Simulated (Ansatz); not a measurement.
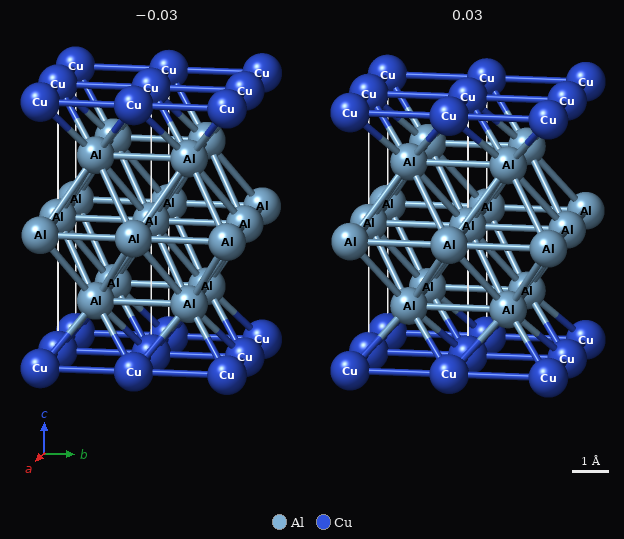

A crystal of Al$_{3}$Cu (set up in P4/mmm), under biaxial strain in the a–b plane (c and atoms relaxed), with energies (extrapolated to zero smearing) counted from the relaxed crystal, which is the row at zero. The picture shows the first and the last member. Style: ball-and-stick. Shown: the cell of the calculation, repeated 2 × 2 × 1 with one cell outlined, slightly off an axis.

Computed with Ansatz 0.2.0: DFT r2SCAN, scalar-relativistic, plane waves, PAW. Settings: plane-wave cutoff 500 eV; k-point mesh 18 × 18 × 8; occupations gaussian; smearing width 0.1 eV; no spin polarisation; force threshold 0.008 eV/Å.

```json
{"strain": "−0.03", "energy (meV/atom)": "22.76", "a (Å)": "2.691", "c (Å)": "7.687"}
{"strain": "−0.02", "energy (meV/atom)": "9.78", "a (Å)": "2.718", "c (Å)": "7.649"}
{"strain": "−0.01", "energy (meV/atom)": "2.18", "a (Å)": "2.746", "c (Å)": "7.618"}
{"strain": "0.0", "energy (meV/atom)": "0.00", "a (Å)": "2.774", "c (Å)": "7.592"}
{"strain": "0.01", "energy (meV/atom)": "?", "a (Å)": "?", "c (Å)": "?"}
{"strain": "0.02", "energy (meV/atom)": "8.73", "a (Å)": "2.829", "c (Å)": "7.502"}
{"strain": "0.03", "energy (meV/atom)": "18.21", "a (Å)": "2.857", "c (Å)": "7.449"}
```

One row is withheld. What does the calculation give there?

Answer. A parabola through three neighbouring rows (0.0, 0.02, 0.03) gives, with Lagrange weights, (0.3333)(0.00) + (1.0000)(8.73) + (−0.3333)(18.21) = 2.66 meV/atom. The calculation gives 2.49 meV/atom (a = 2.802 Å, c = 7.551 Å). The estimate is 0.17 meV/atom too high. From the first member to the last: Al–Al 2.691 → 2.857 Å, Cu–Cu 2.691 → 2.857 Å, Al–Al 2.835 → 2.899 Å.

The whole series:

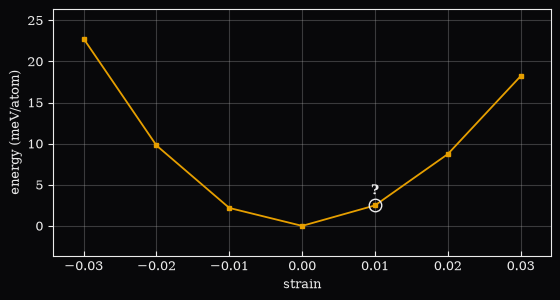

Each member starts from this one structure; whether another phase lies lower wasn't checked.
